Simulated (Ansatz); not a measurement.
System: TaC (slab).

```cif
data_structure
_symmetry_space_group_name_H-M 'P 1'
_symmetry_Int_Tables_number 1
_cell_length_a 3.1645
_cell_length_b 7.7514
_cell_length_c 24.1351
_cell_angle_alpha 90.000
_cell_angle_beta 90.000
_cell_angle_gamma 90.000
_cell_volume 592.01
loop_
_atom_site_label
_atom_site_type_symbol
_atom_site_fract_x
_atom_site_fract_y
_atom_site_fract_z
_atom_site_occupancy
Ta1 Ta 0.50000 0.66218 0.32044 1
C1 C 0.50000 0.17308 0.31672 1
Ta2 Ta 0.00000 0.31218 0.34720 1
C2 C 0.00000 0.82220 0.34645 1
Ta3 Ta 0.50000 0.99579 0.38158 1
C3 C 0.50000 0.50172 0.38608 1
Ta4 Ta 0.00000 0.66538 0.42851 1
C4 C 0.00000 0.16551 0.42344 1
Ta5 Ta 0.50000 0.33718 0.46007 1
C5 C 0.50000 0.83549 0.46259 1
Ta6 Ta 0.00000 0.00000 0.50000 1
C6 C 0.00000 0.50000 0.50000 1
Ta7 Ta 0.50000 0.66282 0.53993 1
C7 C 0.50000 0.16451 0.53741 1
Ta8 Ta 0.00000 0.33462 0.57149 1
C8 C 0.00000 0.83449 0.57656 1
Ta9 Ta 0.50000 0.00421 0.61842 1
C9 C 0.50000 0.49828 0.61392 1
Ta10 Ta 0.00000 0.68782 0.65280 1
C10 C 0.00000 0.17780 0.65355 1
Ta11 Ta 0.50000 0.33782 0.67956 1
C11 C 0.50000 0.82692 0.68328 1
```

Theory: DFT PBE, spin-orbit coupling, plane waves, PAW (Ansatz).

What can the converged valence pseudo-density and electron localisation function tell about the bonding?

Answer. Ta–C (2.01 Å): ρ at the midpoint is about 0.96 e/Å³; the ELF peaks at about 0.80 in the valence shell of C, 0.6 Å from its nucleus, and is about 0.35 at the midpoint.
Ta–Ta (2.98 Å): ρ is about 0.31 e/Å³ halfway; the ELF is about 0.35 at the midpoint.
Ta–C (2.08 Å): ρ is about 0.8 e/Å³ halfway; the ELF peaks at about 0.75 in the valence shell of C, 0.7 Å from its nucleus, and is about 0.30 at the midpoint.
Ta–C (2.19 Å): ρ at the midpoint is about 0.62 e/Å³; the ELF peaks at about 0.80 in the valence shell of C, 0.7 Å from its nucleus, and is about 0.25 at the midpoint.

Does the calculation give a band gap?

Answer. It is metallic or semimetallic at this level of theory: no gap opens.

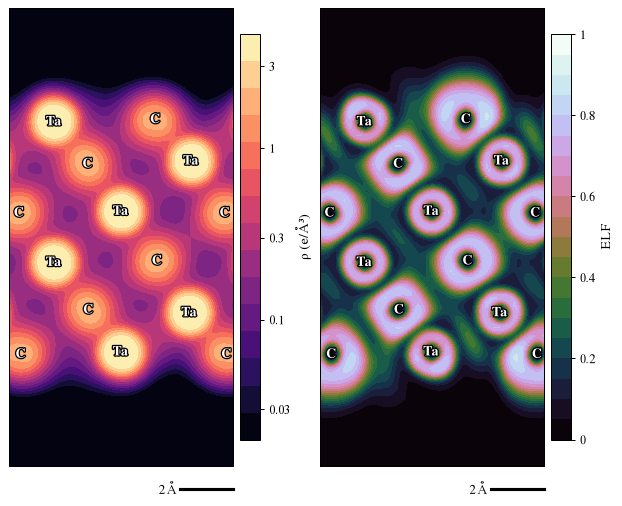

Computed valence pseudo-density and electron localisation function on the (100) plane of the calculation cell, a cut from vacuum to vacuum, in this order. 
